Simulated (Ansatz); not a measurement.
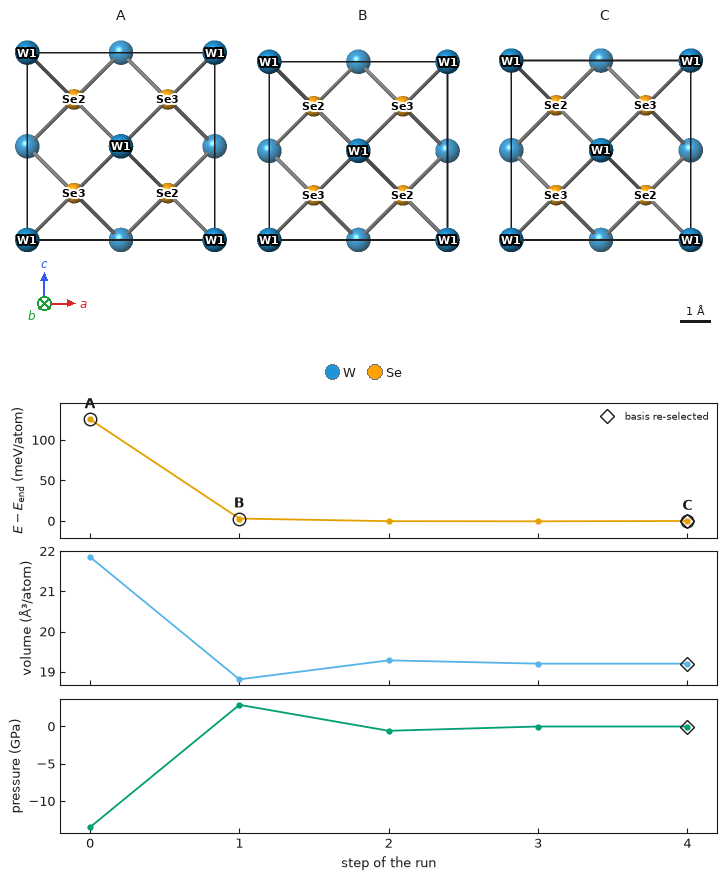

Frames of a relaxation of a crystal of WSe₂ (built on the CaF2-225 type type), marked on the history of the run. Style: ball-and-stick. Shown: the conventional cell (4 times the calculation's cell), along the b axis. Lengths and directions refer to the drawn axes.

Level of theory: Ansatz, DFT, PBEsol, plane waves, PAW.

The input:
```yaml
crystal:
  lattice:
    - [0.0, 3.20043511, 3.20043511]
    - [3.20043511, 0.0, 3.20043511]
    - [3.20043511, 3.20043511, 0.0]
  atoms:
    - { symbol: W, position: [0.0, 0.0, 0.0] }
    - { symbol: Se, position: [0.75, 0.75, 0.75] }
    - { symbol: Se, position: [0.25, 0.25, 0.25] }
kpoints:
  mp_grid: { grid: [6, 6, 6] }
hamiltonian:
  xc: pbesol
scf:
  occupations: { method: fermi_dirac, width: 0.03 }
relax:
  f_tol: 0.01
  cell: {}
  max_steps: 120
```

Command:
```bash
ansatz run input.yaml --threads 2 --pin off --max-ram 2211MiB --backend cpu --events-out ev --progress --plain --runs-dir out
```

### Describe the path.

The atoms keep their places relative to the cell (all moves are under 0.005 Å). Cell: a = b = c 6.401 → 6.131 Å (−4.2 %). Volume −12.1 %. Near-neighbour distances that change, for instance: W1–Se2 2.772 → 2.655 Å. The space group stays Fm-3m (No. 225). The energy falls by 125 meV per atom in 3 accepted moves (4 points after the start). All forces vanish by symmetry, so only the cell relaxes. Pressure: −13.49 GPa at the start and −0.02 GPa at the end. The SCF was repeated once at an unchanged geometry on a basis and grid sized afresh for the cell, which shifted the energy by 0.4 meV per atom at most. From step 0 to 1: volume −13.9 %, energy −122 meV per atom. From step 1 to 4: volume +2.1 %, energy −3.0 meV per atom.
